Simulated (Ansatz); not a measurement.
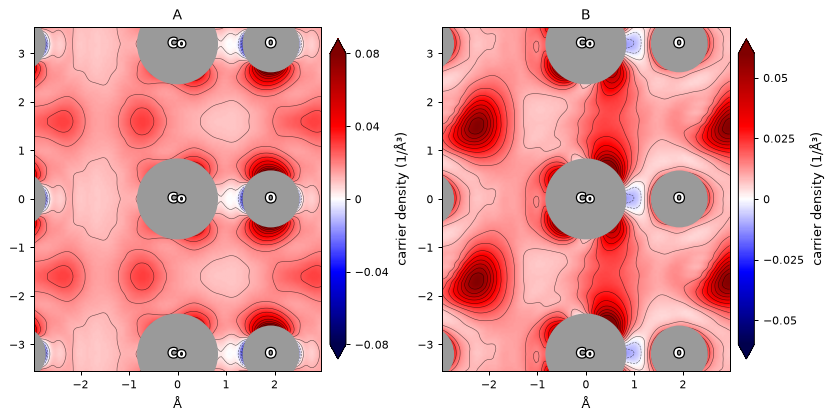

CoO, doped once with holes and once with electrons (0.5 e in the calculation's cell of 4 atoms, uniform background, atoms fixed). Each panel shows the carrier's density (positive where it sits) on the (11̄0) plane of the conventional cell of the magnetic structure; grey discs cover the cores. Cores are masked to 0.8 Å (Co) and 0.6 Å (O). This is very heavy doping.

Space group P3m1; the calculation finds a residual pressure of about 10 GPa at this fixed cell; spin-polarised. Net moment 0.0 μB in the 4-atom cell of the calculation; other magnetic orders weren't tried. Effective Hubbard U: 3.3 eV on Co d. The cell comes from a database of computed structures, not from a measurement.

Level of theory: Ansatz 0.2.0, DFT PBE+U, scalar-relativistic, plane waves, PAW.

**Which panel shows the hole and which the electron?**

A is the hole: outside the cores it is densest at the edge of the masked core of O; it divides as O about 50 % and Co about 50 %. B is the electron: outside the cores it is densest at the edge of the masked core of Co; it divides as Co about 65 % and O about 35 %. Shares are sums over atomic cells sized by the Bader volumes, which fill 45 % (Co) and 55 % (O) of the cell, so only an excess over these marks a preference; they are shares of the net change, screening included, and the band-edge orbitals themselves can be more concentrated.
